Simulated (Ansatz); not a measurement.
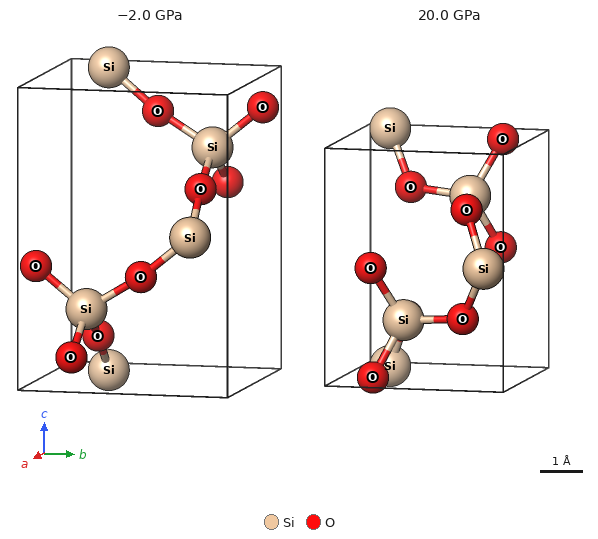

A crystal of SiO₂ (set up in P4_32_12), relaxed (cell and atoms) at several target pressures. The picture shows the first and the last member. A ball-and-stick model of the cell of the calculation, seen slightly off an axis.

Computed with Ansatz 0.2.0: DFT r2SCAN, scalar-relativistic, plane waves, PAW. Set-up: plane-wave cutoff 500 eV; k-point mesh 6 × 6 × 4; occupations gaussian; smearing width 0.02 eV; no spin polarisation; cell and atoms relaxed; force threshold 0.008 eV/Å.

| pressure (GPa) | volume (Å³/atom) | a (Å) | c (Å) | band gap (eV) |
| --- | --- | --- | --- | --- |
| −2.0 | 16.981 | 5.244 | 7.410 | 6.03 |
| 0.0 | 14.312 | 4.982 | 6.921 | 6.35 |
| 2.0 | 12.852 | 4.831 | 6.607 | 6.56 |
| 5.0 | ? | ? | ? | ? |
| 10.0 | 10.725 | 4.597 | 6.089 | 6.86 |
| 20.0 | 9.659 | 4.463 | 5.819 | 6.97 |

Question: One row is withheld. What does the calculation give there?

Answer: Murnaghan's form V = V₀(1 + B′P/B₀)^(−1/B′), with V₀ = 14.312 Å³ from the row at zero pressure, fits the other rows with B₀ = 16.9 GPa and B′ = 4.68 (largest miss 0.174 Å³). At 5.0 GPa it gives 14.312 × (1 + 4.68 × 5.0/16.9)^(−1/4.68) = 11.887 Å³ per atom. One smooth curve fits the rows poorly, so the structure changes its way of compressing along the series. The calculation gives 11.732 Å³/atom (a = 4.711 Å, c = 6.343 Å). The estimate is 0.155 Å³/atom too high. For the gap a parabola through the rows 0.0, 2.0, 10.0 gives 6.77 eV, and the calculation 6.73 eV (semilocal gaps, lower than measured ones as a rule). From the first member to the last: Si–Si 3.212 → 2.812 Å, O–Si 1.610 → 1.605 Å.

The whole series:

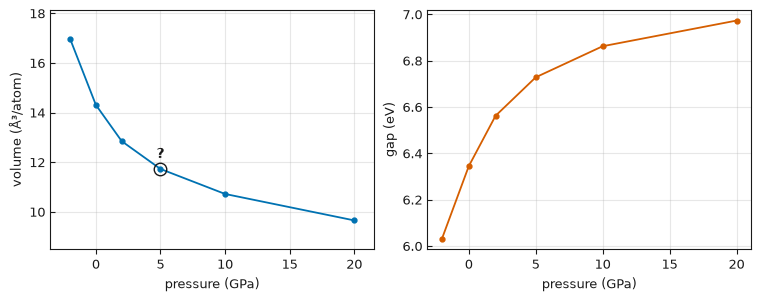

Each member starts from this one structure; whether another phase lies lower wasn't checked.
